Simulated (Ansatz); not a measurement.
**Sc₃Al: densities and their changes**

Space group Pm-3m; the calculation finds a residual pressure of about −2 GPa at this fixed cell. The cell comes from a database of computed structures, not from a measurement.

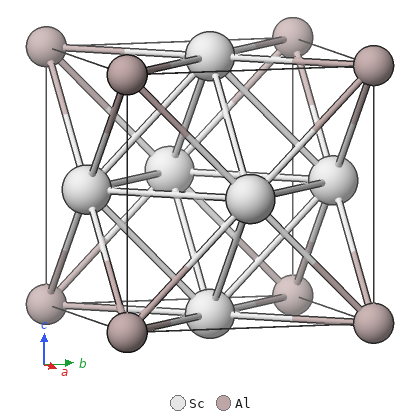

The conventional cell.

```
Sc Al
1.0
     4.43199    0.00000    0.00000
     0.00000    4.43199    0.00000
     0.00000    0.00000    4.43199
Sc Al
3 1
Direct
  0.50000 0.00000 0.50000
  0.00000 0.50000 0.50000
  0.50000 0.50000 0.00000
  0.00000 0.00000 0.00000
```

The calculation used DFT PBEsol, scalar-relativistic, plane waves, PAW (Ansatz 0.2.0).

Core electrons are frozen (PAW), so the maps are meaningful between the atoms, not at the nuclei.

Part 1: Bonding charge

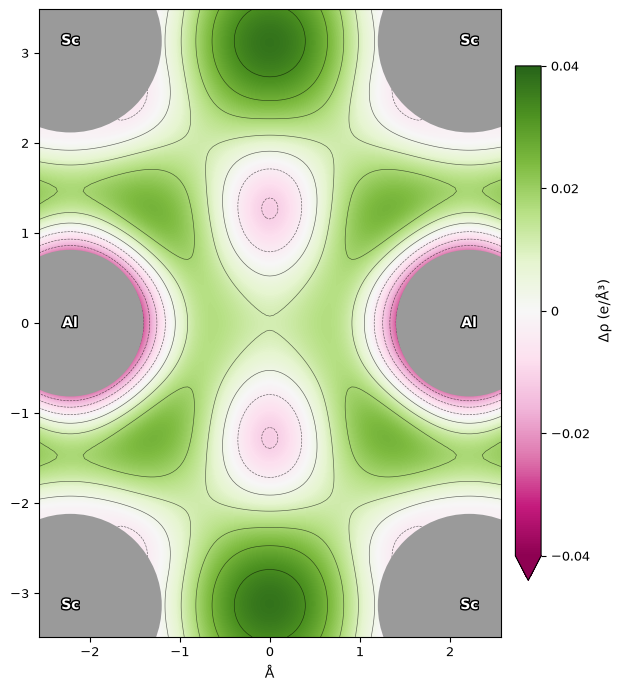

Bonding charge density, ρ(crystal) − Σ ρ(neutral atoms): a map on the (110) plane of the conventional cell, with grey discs over the atomic cores. Cores are masked to 1.0 Å (Sc) and 0.8 Å (Al).

> Where does charge go when the atoms form this crystal?

Sc–Sc (3.13 Å): Δρ is −0.008 e/Å³ at the midpoint (this contact isn't in the plane drawn).
- Al–Sc (3.13 Å): Δρ is +0.017 e/Å³ at the midpoint.
- Over the whole cell, outside the masked cores, the largest gain, 0.04 e/Å³, lies 2.2 Å from a scandium nucleus, and the largest loss, 0.03 e/Å³, lies 1.1 Å from a scandium nucleus.
- The rearranged charge, half the integral of |Δρ|, is about 0.14 e an atom.

Part 2: Taking out a sublattice

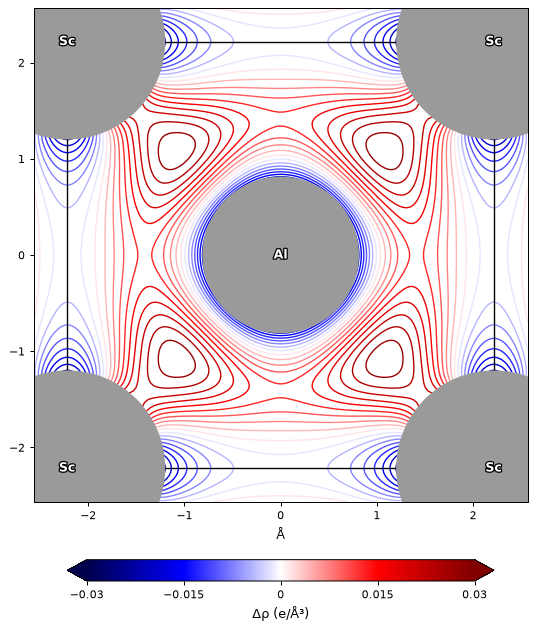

Density of the crystal less the densities of its Al sublattice and of the rest (Sc), each computed alone with the atoms in place (the rest without spin, the Al sublattice without): a map on the (010) plane of the conventional cell, with grey discs over the atomic cores. Cores are masked to 1.0 Å (Sc) and 0.8 Å (Al).

> Which way does charge flow, and where does it go?

Over the whole cell, outside the masked cores, the largest gain, 0.03 e/Å³, lies 1.6 Å from a scandium nucleus and 1.6 Å from an aluminium one, and the largest loss lies at the edge of the masked core of Sc.
About 0.6 e is rearranged for each Al atom.
By Bader's partition Al carries −2.00 e, so it takes electrons from the rest. Among metals such charges hang on how the charge between the atoms is shared out.

> What is E(crystal) − E(Al sublattice) − E(rest) for each Al atom?

E(crystal) − E(Al sublattice) − E(rest) is −6.1 eV for each Al atom (negative: bound). The references are the frozen sublattices, not the elements, so this isn't a formation energy. A moment in a sublattice run without spin would make it less negative.

Part 3: Change of volume

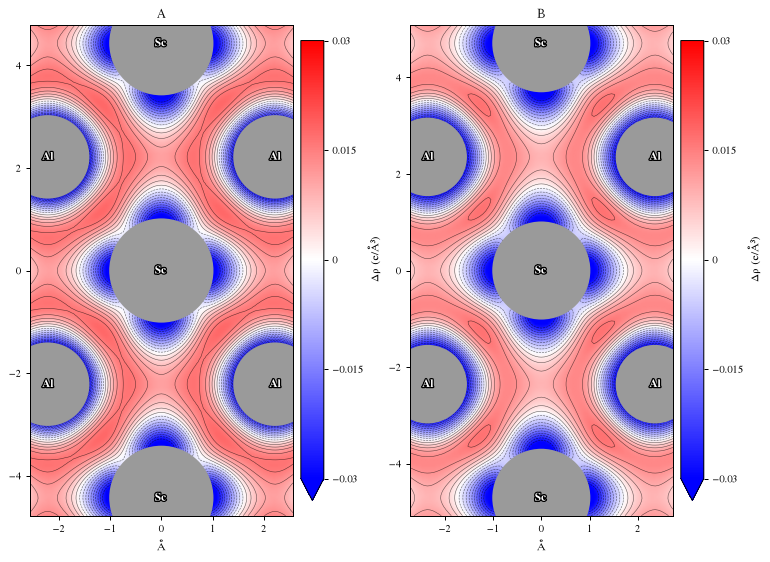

Sc₃Al: deformation density on the (010) plane of the conventional cell at two volumes, with the same fractional coordinates and one colour scale. Grey discs cover the cores.

> How do the two volumes compare, and how does the bonding charge respond?

B is the larger cell: B has 120 % of the volume of A. From A to B, Al–Sc goes from 3.13 to 3.33 Å, and Δρ at its midpoint from +0.017 to +0.015 e/Å³. The pressure is −2.5 GPa in A and −10.0 GPa in B. The rearranged charge is 0.14 e an atom in A and 0.15 e in B.

Part 4: Putting it together

The two pressures give a mean stiffness −ΔP/Δln V of about 41 GPa over this range, with the atoms held at their fractional positions.

Run times: 21 s (base cell), 9.4 s (the rest), 3.3 s (sublattice Al) and 20 s (scaled cell), on 1 thread of Arm Neoverse V2 (shared host).
